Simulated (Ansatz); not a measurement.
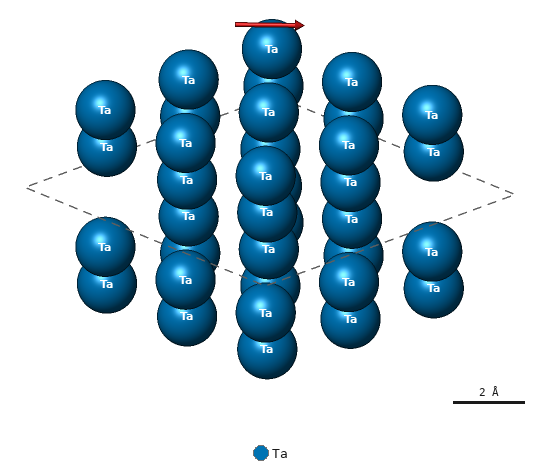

Solid Ta (Im-3m): the crystal above a cut along the (0 1 1) plane of the conventional cell (between a plane of Ta below and one of Ta above, 2.34 Å apart) is slid rigidly by fractions of an in-plane lattice vector 4.67 Å long (a generalised stacking fault). One cut stands in each cell, which starts 9.3 Å high; nothing is relaxed, and the dashed outline marks the cut, the arrow on top the direction of slip. The picture shows the perfect crystal around the cut (dashed). A spheres-only model of the layers on both sides of the cut, seen obliquely from above.

All numbers below come from DFT PBEsol, scalar-relativistic, plane waves, PAW (Ansatz 0.2.0). (plane-wave cutoff 420 eV; k-point mesh 17 × 17 × 5; occupations gaussian; smearing width 0.15 eV; no spin polarisation). Energies (free energies at the smearing named) are counted from the cell as listed in its source, which wasn't relaxed.

Input
```yaml
crystal:
  lattice:
    - [-1.65128, 1.65128, -1.65128]
    - [-1.65128, -1.65128, 1.65128]
    - [0.0, 6.60512, 6.60512]
  atoms:
    - { symbol: Ta, position: [0.0, 0.0, 0.0] }
    - { symbol: Ta, position: [0.5, 0.5, 0.25] }
    - { symbol: Ta, position: [0.0, 0.0, 0.5] }
    - { symbol: Ta, position: [0.5, 0.5, 0.75] }
basis:
  ecutwfc: 420
kpoints:
  mp_grid: { grid: [17, 17, 5] }
hamiltonian:
  xc: pbesol
scf:
  occupations: { method: gaussian, width: 0.15 }
output:
  forces: true
  stress: true
  eigenvalues: true
  write_density: true
  write_potential: true
  elf: true
  volumetric_format: npy
```

Command:
```bash
ansatz run input.yaml --threads 2 --pin off --max-ram 5120MiB --backend cpu --events-out ev --progress --plain --runs-dir out
```

**What energies does the calculation give (the slip: 0.000, 0.083, 0.167, 0.250, 0.333, 0.417, 0.500, 0.583, 0.667, 0.750, 0.833, 0.917, 1.000)?**

```csv
slip (fraction of the lattice vector),γ (mJ/m²)
0.000,0
0.083,173
0.167,540
0.250,942
0.333,1463
0.417,2439
0.500,3114
0.583,2439
0.667,1463
0.750,942
0.833,540
0.917,173
1.000,0
```

Points that are alike by symmetry were computed once.

The curve starts and ends at zero, since a full lattice vector restores the crystal. Its highest computed point is 3114 mJ/m² at slip 0.50, which the unstable stacking-fault energy of this rigid path equals or slightly exceeds. No local minimum shows among the points, so there is no metastable fault on this line. The path is symmetric about half-way. Relaxation across the fault would lower the values.

The computed profile (hollow markers are points alike by symmetry):

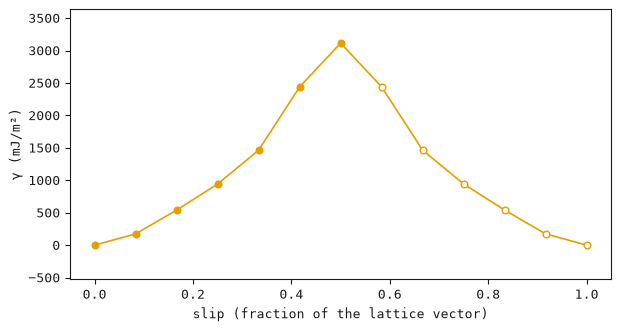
